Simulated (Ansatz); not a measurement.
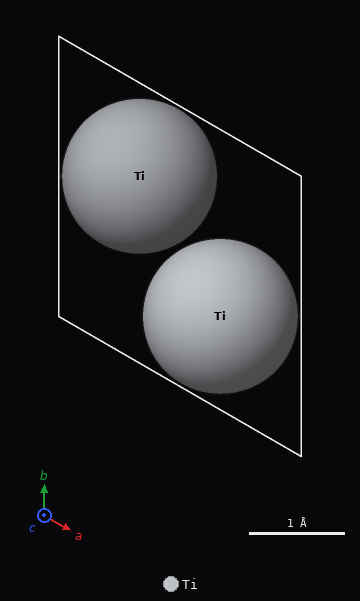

Fig. 1: The starting structure (spheres-only view of the cell of the calculation, along the c axis). An atom can appear more than once, as a periodic image.

## Run report: Ti, geometry relaxation (part 1 of 2)

Ti (P6₃/mmc, 2 atoms in the cell), computed with DFT PBEsol, scalar-relativistic, plane waves, PAW, no spin polarisation (Ansatz 0.2.0).

The structure derives from an entry of the Crystallography Open Database.

**Input**
```yaml
crystal:
  lattice:
    - [2.9499978604, 0.0, 0.0]
    - [-1.4749989302, 2.5547730882, 0.0]
    - [0.0, 0.0, 4.686]
  atoms:
    - { symbol: Ti, position: [0.3333333333, 0.6666666667, 0.25] }
    - { symbol: Ti, position: [0.6666666667, 0.3333333333, 0.75] }
basis:
  ecutwfc: 420
kpoints:
  mp_grid: { grid: [18, 18, 10] }
hamiltonian:
  xc: pbesol
scf:
  occupations: { method: gaussian, width: 0.1 }
output:
  forces: true
  stress: true
  eigenvalues: true
  write_density: true
  write_potential: true
  elf: true
  volumetric_format: npy
relax:
  adjacent_minimum: "off"
  f_tol: 0.005
  max_steps: 80
  cell: { stress_tol: 0.05 }
```

Hardware: 1 thread of Arm Neoverse V1, 24 GiB of memory available, shared host.

Launch command:
```bash
ansatz run input.yaml --threads 1 --pin off --max-ram 2560MiB --backend cpu --events-out ev --progress --plain --runs-dir out
```

**What the program printed**
```
Engine: ansatz 0.2.0, aarch64-unknown-linux-gnu
Pseudopotentials: kind: paw
Pseudopotential: Ti, paw, valence charge 12, recommended cutoff 420 eV (normal), Ti.paw.azcp
Functional definition: PBEsol
  exchange = pbesol_x
  correlation = pbesol_c
Crystal: 2 atoms, lattice volume = 35.316 Å³
Basis set: ecut = 420 eV, 687 PW (Γ), exchange–correlation on 40×40×64 points (8 copies of the dense FFT grid, shifted against one another)
Bands: 16, of which v1, the nominal top of the filled ones, is band 12 counted from 1 (11 counted from 0)
Symmetry: 24 space group operations
Space group: P63/mmc (ITA 194), of the structure as read, at distance tolerance 3.3e-5 Å
k-points: 222 of 3240
Non-local potential: Ti, projectors of the file, l = 0: 3, l = 1: 2, l = 2: 3, l = 3: 1
PAW form: soft (Blöchl's): semilocal exchange-correlation on the pseudo side does not see the compensation charge
PAW frozen core: Ti, regenerated for the run's functional, and the local potential with it (the file was generated under x = pbe(κ = 0.804, μ = 0.2195149727645171), c = pbe(β = 0.06672455060314922))
PAW one-centre angular grid: Ti, 590 points (default); XC on 64 Gauss nodes
Initial density: superposition of atomic densities (neutral atoms: chi_scale 0, normalization atom), corrected by the library's trained network
Initial wavefunctions: pseudopotential atomic-orbital guess
Functional: x = pbesol(κ = 0.804, μ = 0.12345679012345678), c = pbesol(β = 0.046)
SCF iter   1: F=—  HF=-4947.768470 eV  |F-HF|=—  |Δ(HF+E_count)|=         —  Δρ=8.26e-3  dr2=1.83e-2  ethr=1.77e-3  ⟨swp⟩=3.6  Hψ=14290  notcnv=0
preconditioner: auto → none  [metal: Δε(μ)=0.008 eV  Ē_g=2.822 eV  σ=0.100 eV  W_gap=0.04  n_scr=8 (ndim 8)  ℏωp=17.7 eV  f_vac=0.000  D(μ)=1.89/eV (n_scr^D=22)  sad-step TF]
SCF iter   2: F=—  HF=-4947.763149 eV  |F-HF|=—  |Δ(HF+E_count)|=   5.32e-3  Δρ=3.59e-3  dr2=3.59e-3  ethr=7.62e-5  ⟨swp⟩=2.2  Hψ=6446  notcnv=0  defer=10
SCF iter   3: F=—  HF=-4947.762188 eV  |F-HF|=—  |Δ(HF+E_count)|=   9.61e-4  Δρ=3.39e-4  dr2=1.21e-5  ethr=1.49e-5  ⟨swp⟩=3.0  Hψ=6411  notcnv=0  defer=10
SCF iter   4: F=—  HF=-4947.762186 eV  |F-HF|=—  |Δ(HF+E_count)|=   1.81e-6  Δρ=3.98e-5  dr2=1.62e-7  ethr=5.06e-8  ⟨swp⟩=2.0  Hψ=5885  notcnv=0  defer=10
iter 5 did not close the SCF: its close was put off for the readings that it lacked (scf_convergence_deferred on its scf_iter line)
SCF iter   5: F=-4947.762187 eV  HF=-4947.762187 eV  |F-HF|=2.34e-9  |Δ(HF+E_count)|=   2.61e-7  Δρ=3.73e-6  dr2=3.43e-9  ethr=6.75e-10  ⟨swp⟩=2.0  Hψ=4440  notcnv=0  defer=10
SCF iter   6: F=-4947.762187 eV  HF=-4947.762187 eV  |F-HF|=8.64e-11  |Δ(HF+E_count)|=   1.05e-9  Δρ=7.14e-7  dr2=1.09e-10  ethr=1.43e-11  ⟨swp⟩=3.5  Hψ=16687  notcnv=0
SCF 1 converged in 6 iterations: F = -4947.762187 eV  dr2 = 1.09e-10
  greatest PAW one-centre occupation: 0.999 electrons in one spin orbital (limit 2), on the Ti atom at site 1 (counted from 0), in its partial waves of l = 0
relax step   1: F+E_penalty+E_count = -4947.76218655 eV  Δ(F+E_penalty+E_count) = +0.000e0 eV  max|allowed force component| = 1.943e-16 eV/Å  Δτ_max = 0.0000 Å  P = -5.906 GPa  Ω = 35.316 Å³  (6 SCF iters, dr2 threshold 1.00e-7 eV, accepted)
Crystal: 2 atoms, lattice volume = 31.187 Å³
Basis set: ecut = 420 eV, 615 PW (Γ), exchange–correlation on 40×40×64 points (8 copies of the dense FFT grid, shifted against one another)
Initial density: handed on by an earlier stage of this run
Initial wavefunctions: those handed on with the density
iter 1 solved again at ethr=2.74e-5 eV; its pass at ethr=3.10e-3 eV (dr2=6.59e-3 eV) is discarded
SCF iter   1: F=—  HF=-4947.734952 eV  |F-HF|=—  |Δ(HF+E_count)|=         —  Δρ=4.75e-3  dr2=6.79e-3  ethr=2.74e-5  ⟨swp⟩=1.0  Hψ=23624  notcnv=0
preconditioner: auto → none  [metal: Δε(μ)=0.011 eV  Ē_g=3.118 eV  σ=0.100 eV  W_gap=0.06  n_scr=8 (ndim 8)  ℏωp=18.8 eV  f_vac=0.000  D(μ)=1.74/eV (n_scr^D=22)]
SCF iter   2: F=—  HF=-4947.734492 eV  |F-HF|=—  |Δ(HF+E_count)|=   4.59e-4  Δρ=1.60e-3  dr2=3.36e-4  ethr=2.74e-5  ⟨swp⟩=2.3  Hψ=5010  notcnv=0
SCF iter   3: F=—  HF=-4947.735019 eV  |F-HF|=—  |Δ(HF+E_count)|=   5.26e-4  Δρ=4.68e-4  dr2=2.64e-5  ethr=1.40e-6  ⟨swp⟩=2.1  Hψ=4416  notcnv=0
SCF iter   4: F=—  HF=-4947.735077 eV  |F-HF|=—  |Δ(HF+E_count)|=   5.88e-5  Δρ=4.89e-5  dr2=6.38e-7  ethr=1.10e-7  ⟨swp⟩=2.7  Hψ=5588  notcnv=0
iter 5 did not close the SCF: its close was put off for the readings that it lacked (scf_convergence_deferred on its scf_iter line)
SCF iter   5: F=-4947.735077 eV  HF=-4947.735077 eV  |F-HF|=5.06e-9  |Δ(HF+E_count)|=   2.57e-8  Δρ=5.93e-6  dr2=6.62e-9  ethr=2.66e-9  ⟨swp⟩=2.0  Hψ=4330  notcnv=0
SCF iter   6: F=-4947.735077 eV  HF=-4947.735077 eV  |F-HF|=1.36e-11  |Δ(HF+E_count)|=   2.56e-9  Δρ=5.32e-7  dr2=2.05e-11  ethr=2.76e-11  ⟨swp⟩=3.7  Hψ=16606  notcnv=0
SCF 2 converged in 6 iterations: F = -4947.735077 eV  dr2 = 2.05e-11
relax step   2: F+E_penalty+E_count = -4947.73507742 eV  Δ(F+E_penalty+E_count) = +2.711e-2 eV  max|allowed force component| = 1.480e-16 eV/Å  Δτ_max = 0.0000 Å  P = +9.448 GPa  Ω = 31.187 Å³  energy of the carried Pulay correction = +2.482e-4 eV  (6 SCF iters, dr2 threshold 2.00e-7 eV, rejected (line search))
Crystal: 2 atoms, lattice volume = 33.607 Å³
Basis set: ecut = 420 eV, 639 PW (Γ), exchange–correlation on 40×40×64 points (8 copies of the dense FFT grid, shifted against one another)
iter 1 solved again at ethr=1.01e-5 eV; its pass at ethr=3.10e-3 eV (dr2=2.42e-3 eV) is discarded
SCF iter   1: F=—  HF=-4947.797865 eV  |F-HF|=—  |Δ(HF+E_count)|=         —  Δρ=2.73e-3  dr2=2.50e-3  ethr=1.01e-5  ⟨swp⟩=1.0  Hψ=23556  notcnv=0
preconditioner: auto → none  [metal: Δε(μ)=0.022 eV  Ē_g=2.893 eV  σ=0.100 eV  W_gap=0.12  n_scr=8 (ndim 8)  ℏωp=18.1 eV  f_vac=0.000  D(μ)=1.86/eV (n_scr^D=22)]
SCF iter   2: F=—  HF=-4947.797810 eV  |F-HF|=—  |Δ(HF+E_count)|=   5.48e-5  Δρ=9.88e-4  dr2=1.36e-4  ethr=1.01e-5  ⟨swp⟩=2.1  Hψ=4660  notcnv=0
SCF iter   3: F=—  HF=-4947.798023 eV  |F-HF|=—  |Δ(HF+E_count)|=   2.13e-4  Δρ=3.02e-4  dr2=1.25e-5  ethr=5.69e-7  ⟨swp⟩=2.3  Hψ=4718  notcnv=0
SCF iter   4: F=—  HF=-4947.798036 eV  |F-HF|=—  |Δ(HF+E_count)|=   1.30e-5  Δρ=3.05e-5  dr2=2.82e-7  ethr=5.19e-8  ⟨swp⟩=2.4  Hψ=5020  notcnv=0
SCF iter   5: F=—  HF=-4947.798036 eV  |F-HF|=—  |Δ(HF+E_count)|=   1.81e-7  Δρ=4.24e-6  dr2=3.66e-9  ethr=1.18e-9  ⟨swp⟩=2.0  Hψ=4321  notcnv=0
SCF iter   6: F=-4947.798036 eV  HF=-4947.798036 eV  |F-HF|=8.19e-12  |Δ(HF+E_count)|=   1.39e-9  Δρ=3.73e-7  dr2=1.06e-11  ethr=1.00e-12  ⟨swp⟩=3.6  Hψ=16668  notcnv=0
SCF 3 converged in 6 iterations: F = -4947.798036 eV  dr2 = 1.06e-11
relax step   3: F+E_penalty+E_count = -4947.79803582 eV  Δ(F+E_penalty+E_count) = -3.585e-2 eV  max|allowed force component| = 5.551e-17 eV/Å  Δτ_max = 0.0000 Å  P = -0.564 GPa  Ω = 33.607 Å³  energy of the carried Pulay correction = +9.924e-5 eV  (6 SCF iters, accepted)
Crystal: 2 atoms, lattice volume = 33.436 Å³
Basis set: ecut = 420 eV, 627 PW (Γ), exchange–correlation on 40×40×64 points (8 copies of the dense FFT grid, shifted against one another)
iter 1 solved again at ethr=4.11e-8 eV; its pass at ethr=3.10e-3 eV (dr2=9.85e-6 eV) is discarded
SCF iter   1: F=—  HF=-4947.798379 eV  |F-HF|=—  |Δ(HF+E_count)|=         —  Δρ=2.12e-4  dr2=1.53e-5  ethr=4.11e-8  ⟨swp⟩=2.1  Hψ=23416  notcnv=0
preconditioner: auto → none  [metal: Δε(μ)=0.018 eV  Ē_g=2.922 eV  σ=0.100 eV  W_gap=0.10  n_scr=8 (ndim 8)  ℏωp=18.2 eV  f_vac=0.000  D(μ)=1.82/eV (n_scr^D=22)]
SCF iter   2: F=—  HF=-4947.798349 eV  |F-HF|=—  |Δ(HF+E_count)|=   2.95e-5  Δρ=7.18e-5  dr2=7.45e-7  ethr=4.11e-8  ⟨swp⟩=3.0  Hψ=6528  notcnv=0
iter 3 did not close the SCF: its close was put off for the readings that it lacked (scf_convergence_deferred on its scf_iter line)
SCF iter   3: F=-4947.798350 eV  HF=-4947.798350 eV  |F-HF|=1.71e-7  |Δ(HF+E_count)|=   7.71e-7  Δρ=2.31e-5  dr2=7.68e-8  ethr=3.10e-9  ⟨swp⟩=2.4  Hψ=4847  notcnv=0
iter 4 did not close the SCF: its close was put off for the readings that it lacked (scf_convergence_deferred on its scf_iter line)
SCF iter   4: F=-4947.798350 eV  HF=-4947.798350 eV  |F-HF|=1.30e-10  |Δ(HF+E_count)|=   1.85e-7  Δρ=2.43e-6  dr2=1.78e-9  ethr=3.20e-10  ⟨swp⟩=2.1  Hψ=4636  notcnv=0
iter 5 did not close the SCF: its close was put off for the readings that it lacked (scf_convergence_deferred on its scf_iter line)
SCF iter   5: F=-4947.798350 eV  HF=-4947.798350 eV  |F-HF|=1.82e-12  |Δ(HF+E_count)|=  1.99e-10  Δρ=1.06e-7  dr2=1.88e-12  ethr=7.43e-12  ⟨swp⟩=2.0  Hψ=4354  notcnv=0
SCF iter   6: F=-4947.798350 eV  HF=-4947.798350 eV  |F-HF|=0.00e0  |Δ(HF+E_count)|=  1.82e-12  Δρ=2.20e-8  dr2=6.77e-14  ethr=1.00e-12  ⟨swp⟩=3.1  Hψ=13454  notcnv=0
SCF 4 converged in 6 iterations: F = -4947.798350 eV  dr2 = 6.77e-14
relax step   4: F+E_penalty+E_count = -4947.79835020 eV  Δ(F+E_penalty+E_count) = -3.144e-4 eV  max|allowed force component| = 7.401e-17 eV/Å  Δτ_max = 0.0000 Å  P = +0.045 GPa  Ω = 33.436 Å³  energy of the carried Pulay correction = +1.095e-4 eV  (6 SCF iters, dr2 threshold 2.00e-7 eV, accepted)
Crystal: 2 atoms, lattice volume = 33.447 Å³
iter 1 solved again at ethr=1.67e-10 eV; its pass at ethr=3.10e-3 eV (dr2=4.01e-8 eV) is discarded
SCF iter   1: F=—  HF=-4947.798382 eV  |F-HF|=—  |Δ(HF+E_count)|=         —  Δρ=1.83e-5  dr2=7.61e-8  ethr=1.67e-10  ⟨swp⟩=3.0  Hψ=23875  notcnv=0
preconditioner: auto → none  [metal: Δε(μ)=0.017 eV  Ē_g=2.920 eV  σ=0.100 eV  W_gap=0.10  n_scr=8 (ndim 8)  ℏωp=18.2 eV  f_vac=0.000  D(μ)=1.82/eV (n_scr^D=22)]
iter 2 did not close the SCF: its close was put off for the readings that it lacked (scf_convergence_deferred on its scf_iter line)
SCF iter   2: F=-4947.798354 eV  HF=-4947.798354 eV  |F-HF|=5.14e-9  |Δ(HF+E_count)|=   2.77e-5  Δρ=7.83e-6  dr2=6.04e-9  ethr=1.67e-10  ⟨swp⟩=3.0  Hψ=6484  notcnv=0
iter 3 did not close the SCF: its close was put off for the readings that it lacked (scf_convergence_deferred on its scf_iter line)
SCF iter   3: F=-4947.798354 eV  HF=-4947.798354 eV  |F-HF|=6.18e-10  |Δ(HF+E_count)|=   4.97e-9  Δρ=2.29e-6  dr2=4.60e-10  ethr=2.52e-11  ⟨swp⟩=2.5  Hψ=5181  notcnv=0
iter 4 did not close the SCF: its close was put off for the readings that it lacked (scf_convergence_deferred on its scf_iter line)
SCF iter   4: F=-4947.798354 eV  HF=-4947.798354 eV  |F-HF|=2.73e-12  |Δ(HF+E_count)|=  7.17e-10  Δρ=2.35e-7  dr2=1.17e-11  ethr=1.92e-12  ⟨swp⟩=2.0  Hψ=4420  notcnv=0
iter 5 did not close the SCF: its close was put off for the readings that it lacked (scf_convergence_deferred on its scf_iter line)
SCF iter   5: F=-4947.798354 eV  HF=-4947.798354 eV  |F-HF|=9.09e-13  |Δ(HF+E_count)|=  2.73e-12  Δρ=3.15e-8  dr2=2.81e-13  ethr=1.00e-12  ⟨swp⟩=1.0  Hψ=3552  notcnv=0
SCF iter   6: F=-4947.798354 eV  HF=-4947.798354 eV  |F-HF|=2.73e-12  |Δ(HF+E_count)|=  9.09e-13  Δρ=2.27e-9  dr2=8.38e-16  ethr=1.00e-12  ⟨swp⟩=2.9  Hψ=11310  notcnv=0
SCF 5 converged in 6 iterations: F = -4947.798354 eV  dr2 = 8.38e-16
relax step   5: F+E_penalty+E_count = -4947.79835383 eV  Δ(F+E_penalty+E_count) = -3.630e-6 eV  max|allowed force component| = 1.203e-16 eV/Å  Δτ_max = 0.0000 Å  P = +0.005 GPa  Ω = 33.447 Å³  energy of the carried Pulay correction = +1.088e-4 eV  (6 SCF iters, accepted)
Initial wavefunctions: pseudopotential atomic-orbital guess (no wavefunctions were taken with the density)
iter 1 solved again at ethr=8.30e-10 eV; its pass at ethr=3.10e-3 eV (dr2=1.99e-7 eV) is discarded
SCF iter   1: F=—  HF=-4947.798270 eV  |F-HF|=—  |Δ(HF+E_count)|=         —  Δρ=3.44e-5  dr2=5.23e-8  ethr=8.30e-10  ⟨swp⟩=3.0  Hψ=24858  notcnv=0
SCF iter   2: F=—  HF=-4947.798242 eV  |F-HF|=—  |Δ(HF+E_count)|=   2.77e-5  Δρ=1.68e-5  dr2=1.19e-8  ethr=2.18e-10  ⟨swp⟩=2.3  Hψ=6113  notcnv=0
SCF iter   3: F=—  HF=-4947.798242 eV  |F-HF|=—  |Δ(HF+E_count)|=   7.86e-9  Δρ=2.38e-6  dr2=8.86e-10  ethr=4.97e-11  ⟨swp⟩=2.1  Hψ=4450  notcnv=0
SCF iter   4: F=—  HF=-4947.798242 eV  |F-HF|=—  |Δ(HF+E_count)|=  2.09e-11  Δρ=5.52e-7  dr2=2.94e-11  ethr=3.69e-12  ⟨swp⟩=2.7  Hψ=6142  notcnv=0
iter 5 did not close the SCF: its close was put off for the readings that it lacked (scf_convergence_deferred on its scf_iter line)
SCF iter   5: F=-4947.798242 eV  HF=-4947.798242 eV  |F-HF|=0.00e0  |Δ(HF+E_count)|=  1.64e-11  Δρ=2.97e-8  dr2=1.88e-13  ethr=1.00e-12  ⟨swp⟩=1.0  Hψ=3552  notcnv=0
SCF iter   6: F=-4947.798242 eV  HF=-4947.798242 eV  |F-HF|=9.09e-13  |Δ(HF+E_count)|=    0.00e0  Δρ=7.45e-9  dr2=5.41e-15  ethr=1.00e-12  ⟨swp⟩=2.2  Hψ=10728  notcnv=0
SCF 6 converged in 6 iterations: F = -4947.798242 eV  dr2 = 5.41e-15
relax step   6: F+E_penalty+E_count = -4947.79824224 eV  Δ(F+E_penalty+E_count) = +1.116e-4 eV  max|allowed force component| = 1.203e-16 eV/Å  Δτ_max = 0.0000 Å  P = +0.008 GPa  Ω = 33.447 Å³  stress off target by 1.82e-2 GPa  SCF on the basis re-selected at this cell (its energy is not comparable with the rows above)  (6 SCF iters)
```

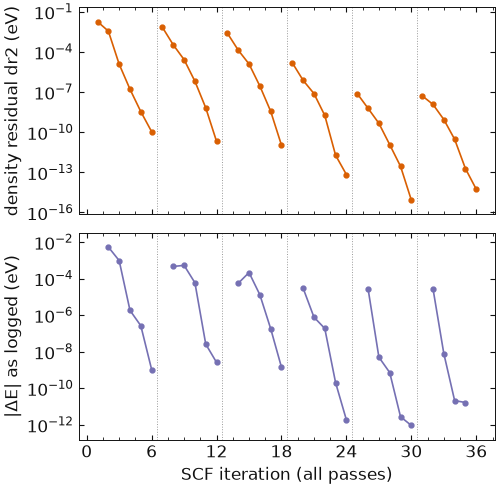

Fig. 2: Convergence of the self-consistent field: density residual dr2 and size of the energy change against the SCF iteration. The dotted lines part the SCF passes of the relaxation: geometry steps, rejected trials and re-solves on a re-selected basis. The 6 passes take 6 iterations each, 36 in all.
